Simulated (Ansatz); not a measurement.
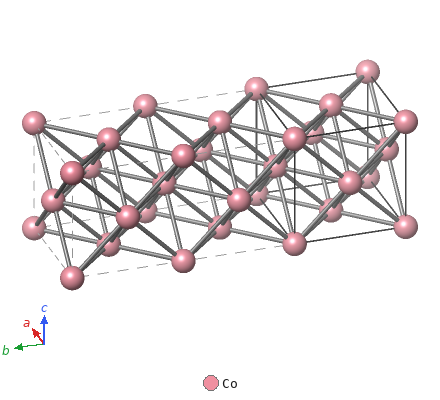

Co (Fm-3m, No. 225): the input geometry of an electronic-structure calculation (not necessarily at equilibrium); the starting structure was generated, so it need not be a known form of this composition.

```yaml
crystal:
  lattice:
    - [3.47763, 0.00000, 0.00000]
    - [0.00000, 3.47763, 0.00000]
    - [0.00000, 0.00000, 3.47763]
  atoms:
    - { symbol: Co, position: [0.00000, 0.00000, 0.00000] }
    - { symbol: Co, position: [0.00000, 0.50000, 0.50000] }
    - { symbol: Co, position: [0.50000, 0.00000, 0.50000] }
    - { symbol: Co, position: [0.50000, 0.50000, 0.00000] }
```

What will a Z-contrast image along [111] show? The image is simulated as a sum over atoms of Z^1.6, blurred by a 0.70 Å probe (no channelling). Shot noise and the speckle of an amorphous layer were added.

The columns repeat on a hexagonal net with a repeat of 1.42 Å (plane group p6mm). All columns are alike (Co). The shortest distance between visible columns is 1.42 Å in projection. Along the beam the structure repeats every 6.02 Å.

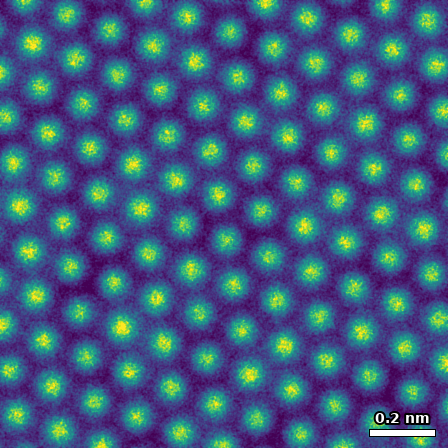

The simulated image.
